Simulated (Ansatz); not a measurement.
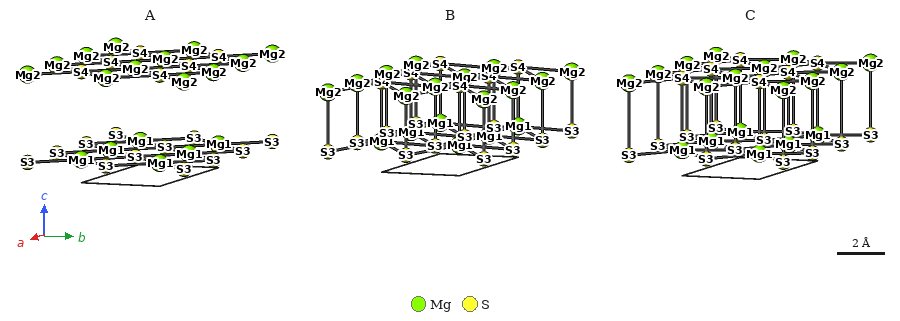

3 geometries from one relaxation of a free-standing layer of MgS (a generated structure, set up in P4/nmm) (coarse preliminary run), in shuffled order. Style: ball-and-stick. Shown: the 2 × 1 repeat of the cell, outlined in the plane, without the vacuum, slightly off an axis.

Level of theory: DFT PBE+D3(BJ), scalar-relativistic, plane waves, PAW in Ansatz 0.2.0. (plane-wave cutoff 420 eV; k-point mesh 6 × 6 × 1; occupations gaussian; smearing width 0.1 eV; no spin polarisation; cell and atoms relaxed; force threshold 0.04 eV/Å; at most 70 steps)

### Order the frames from highest to lowest energy.

A, C, B. They are steps 0, 2, 7, at +244 meV per atom, +109 meV per atom relative to the last. The largest moves relative to the cell and the layer's centre, 0.77 Å, are those of Mg1 and Mg2. Mg2 goes along the normal (−c). Largest moves by element: Mg 0.77 Å, S 0.45 Å. In the plane the drawn cell goes a 7.145 → 7.113 Å (−0.4 %), b 3.572 → 3.557 Å (−0.4 %). Some distances before and after: Mg1–S4 3.780 → 2.554 Å, Mg1–S3 2.526 → 2.536 Å. New bonds form, among them: Mg1–S4 (3.78 → 2.55 Å), Mg2–S3 (3.78 → 2.55 Å). Bond angles that change, for instance: Mg1–S3–Mg1 180.0° → 165.4°, S3–Mg1–S3 180.0° → 165.4°. Over 6 accepted moves (7 points after the start) the energy falls by 244 meV per atom. The largest force component goes from 0.39 to 0.011 eV/Å. The SCF was repeated once at an unchanged geometry on a basis and grid sized afresh for the cell, which shifted the energy by less than 0.05 meV per atom at most. The program noted that it reset the height of the cell.
